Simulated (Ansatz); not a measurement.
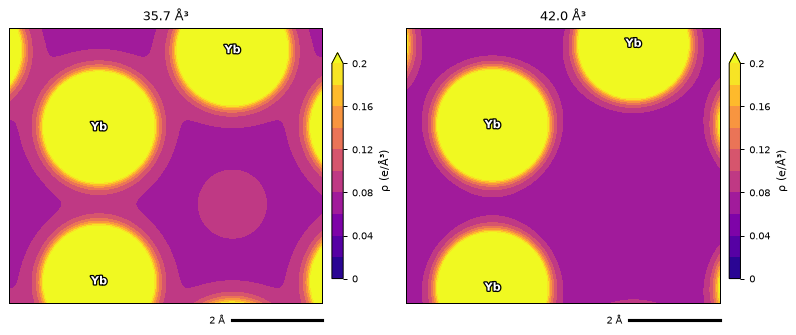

Yb. The valence charge density (pseudo) of cells scaled evenly to different volumes (given per atom above each panel), on the (001) plane of each (indices in the axes of the cell below), at one length scale and on one colour scale.

A generated structure, not necessarily the stable one; computed without spin polarisation; no Hubbard U on the f states and no spin–orbit coupling.

Theory: DFT, RPBE, plane waves (420 eV) with PAW, scalar-relativistic (Ansatz 0.2.0).

Core electrons are frozen (PAW), and the valence fields are smoothed inside the atomic spheres.

The largest cell:

```xyz
3
Lattice="6.2370 0.0000 0.0000 -3.1185 5.4014 0.0000 0.0000 0.0000 3.7352" Properties=species:S:1:pos:R:3 pbc="T T T"
Yb    0.0000    0.0000    0.0000
Yb    0.0000    3.6010    1.8676
Yb    3.1185    1.8005    1.8676
```

| volume (Å³/atom) | Yb–Yb contact in the plane (Å) | ρ at its midpoint (e/Å³) | pressure (GPa) | 
| --- | --- | --- | --- |
| 35.73 | 3.413 | 0.088 | 1.4 | 
| 38.84 | 3.510 | ? | ? | 
| 41.95 | 3.601 | 0.074 | −1.0 | 

> Estimate the missing row, and compare with the calculation.

Over the known rows ln ρ falls by 0.92 per Å of Yb–Yb distance (the line through the two), which gives 0.080 e/Å³ at 3.510 Å; the calculation gives 0.080 e/Å³. For the pressure, a straight line in volume between the neighbouring rows gives 0.2 GPa; the calculation gives 0.0.
